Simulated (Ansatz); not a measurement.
```xyz
30
Lattice="5.1241 0.0000 0.0000 -2.5620 4.4376 0.0000 0.0000 0.0000 13.5553" Properties=species:S:1:pos:R:3 pbc="T T T"
Li    2.5621    1.4792    1.1296
Li    0.0000    2.9584    5.6481
Li    0.0000    0.0000   10.1665
Li    0.0000    0.0000    3.3888
Li    2.5621    1.4792    7.9072
Li    0.0000    2.9584   12.4257
Nb    0.0000    2.9584    2.2593
Nb    0.0000    0.0000    6.7776
Nb    2.5621    1.4792   11.2960
Nb    0.0000    0.0000    0.0000
Nb    2.5621    1.4792    4.5184
Nb    0.0000    2.9584    9.0369
O     1.9237    0.0000    3.3888
O    -0.6383    1.4792    7.9072
O     1.9238    2.9584   12.4257
O    -0.9619    1.6660    3.3888
O     1.6002    3.1452    7.9072
O     1.6001    0.1868   12.4257
O     1.6002    2.7716    3.3888
O    -0.9619    4.2508    7.9072
O     4.1622    1.2924   12.4257
O     0.6383    1.4792    1.1296
O     3.2003    2.9584    5.6481
O     3.2003    0.0000   10.1665
O     0.9619    4.2508    1.1296
O     0.9619    1.2924    5.6481
O    -1.6002    2.7716   10.1665
O    -1.6002    3.1452    1.1296
O     3.5239    0.1868    5.6481
O     0.9619    1.6660   10.1665
```

Space group R-3c.

All numbers below come from DFT LDA, scalar-relativistic, plane waves, PAW (Ansatz 0.2.0).

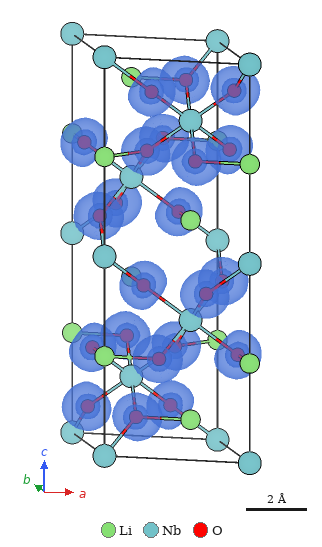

LiNbO₃. Isosurface of the ELF at 0.75 (blue), seen slightly off an axis. Core shells and regions of very low density are left out. Sticks mark near contacts.

In a PAW calculation such maps are meaningful between the atoms, not at the nuclei.

Where are the electrons localised?

Answer. At this value the surface marks out 18 regions wrapped around O (the valence shell of each), counted in one cell of 30 atoms. Regions shared between cells count once. Along the contacts the grid gives the following. Li–O (1.92 Å): the ELF peaks at about 0.85 in the valence shell of O, 0.6 Å from its nucleus, and falls to about 0.05 next to Li; a closed-shell, largely ionic contact. Nb–O (1.97 Å): the ELF peaks at about 0.80 in the valence shell of O, 0.6 Å from its nucleus, and drops to about 0.25 between the two atoms: no shared electron pair shows on this line.
